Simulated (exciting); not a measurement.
**HfB: 7 runs along one coordinate**

System: HfB (2 atoms in the cell).
Method: Kohn-Sham DFT of a periodic cell, PBEsol, all-electron LAPW+lo, shipped species files, no spin polarisation (exciting sodium).

The 7 runs differ only in the geometry, by an even scaling of the cell at fixed fractional positions. The structure derives from an entry of the Crystallography Open Database.

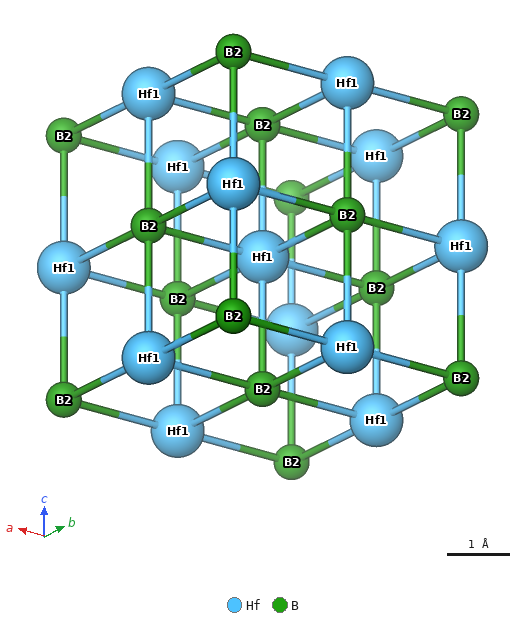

Figure 1. The structure of run 4 (ball-and-stick view of the cell 4 times as large as that of the calculation, set on its symmetry axes, seen at an oblique angle; atoms are numbered from 1 in the order of the input).

### Input of run 4
```
<input>
  <title>HfB</title>
  <structure speciespath="./" tshift="false">
    <crystal scale="1">
      <basevect>0.000000000000 4.365267347886 4.365267347886</basevect>
      <basevect>4.365267347886 0.000000000000 4.365267347886</basevect>
      <basevect>4.365267347886 4.365267347886 0.000000000000</basevect>
    </crystal>
    <species speciesfile="Hf.xml" rmt="2.3">
      <atom coord="0.500000000000 0.500000000000 0.500000000000"/>
    </species>
    <species speciesfile="B.xml" rmt="1.45">
      <atom coord="0.000000000000 0.000000000000 0.000000000000"/>
    </species>
  </structure>
  <groundstate do="fromscratch" ngridk="10 10 10" rgkmax="7" gmaxvr="14" lmaxapw="10" lmaxmat="10" lmaxvr="8" xctype="GGA_PBE_SOL" stype="Fermi Dirac" swidth="0.00183747" nempty="14" ValenceRelativity="iora*" epsengy="1e-05" epspot="1e-05" maxscl="60" tforce="true" outputlevel="normal"/>
</input>
```

Command:
```bash
OMP_NUM_THREADS=1 exciting_smp
```

Run 6 has the same physical settings and fractional positions; its lattice vectors (Å) are:
```
   0.000000    2.340398    2.340398
   2.340398    0.000000    2.340398
   2.340398    2.340398    0.000000
```

### Results, with one run withheld

| run | volume per atom (Å³) | free energy per atom, from the lowest run given (meV) |
| --- | --- | --- |
| 1 | 11.587 | 222.49 |
| 2 | 11.833 | 163.64 |
| 3 | 12.080 | 114.67 |
| 4 | 12.326 | 74.58 |
| 5 | 12.573 | 42.53 |
| 6 | 12.819 | ? |
| 7 | 13.066 | 0.00 |

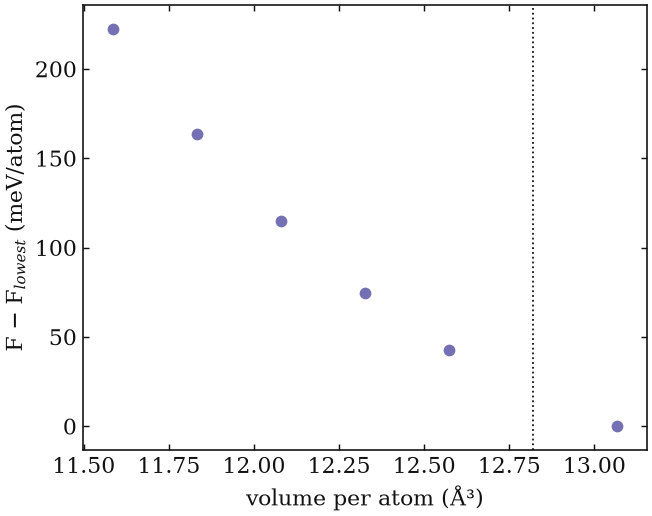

Figure 2. Free energy per atom of the runs given; the dotted line marks run 6.

Estimate the energy of run 6 from the others.

A cubic polynomial in V^(−2/3) (the Birch–Murnaghan form), fitted to the 6 runs given, misses them by at most 0.08 meV per atom. With x = V^(−2/3) − 0.18840 Å⁻², it reads F = 89.413 + 15470 x + 5.5373e+05 x² + 3.5864e+05 x³ (meV per atom). At run 6 it gives 17.98 meV per atom, and the run itself gives 17.89. The fit has no minimum inside this range.

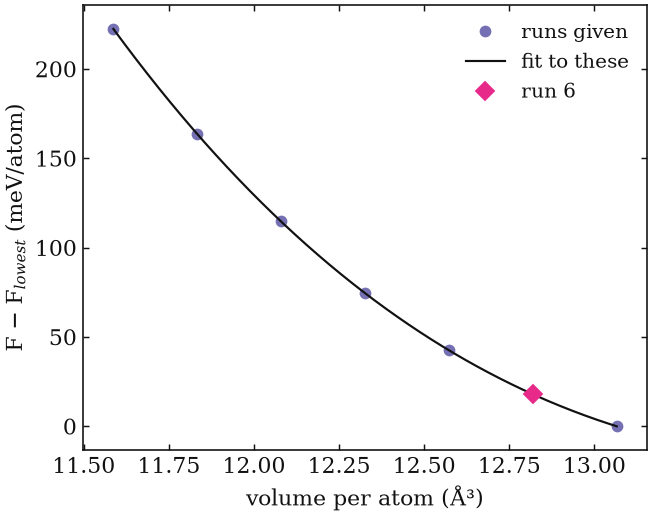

Figure 3. The fit and the withheld run.

### Some lines of the output (run 6)
```
[...]
 DOS at Fermi energy (states/Ha/cell)       :        41.89778083
 Absolute change in total energy   (target) :  0.484068E-04  ( 0.100000E-04)
 Total energy                               :    -15118.04557619
 DOS at Fermi energy (states/Ha/cell)       :        41.89779954
 Absolute change in total energy   (target) :  0.156019E-04  ( 0.100000E-04)
 Total energy                               :    -15118.04558617
 DOS at Fermi energy (states/Ha/cell)       :        41.89778753
 Absolute change in total energy   (target) :  0.997856E-05  ( 0.100000E-04)
 Total energy                               :    -15118.04558513
 DOS at Fermi energy (states/Ha/cell)       :        41.89778690
 Absolute change in total energy   (target) :  0.103894E-05  ( 0.100000E-04)
 Total energy                               :    -15118.04558418
 Fermi energy                               :         0.40079606
 DOS at Fermi energy (states/Ha/cell)       :        41.89780745
```

Notes: Spin–orbit coupling is left out, which matters for Hf.
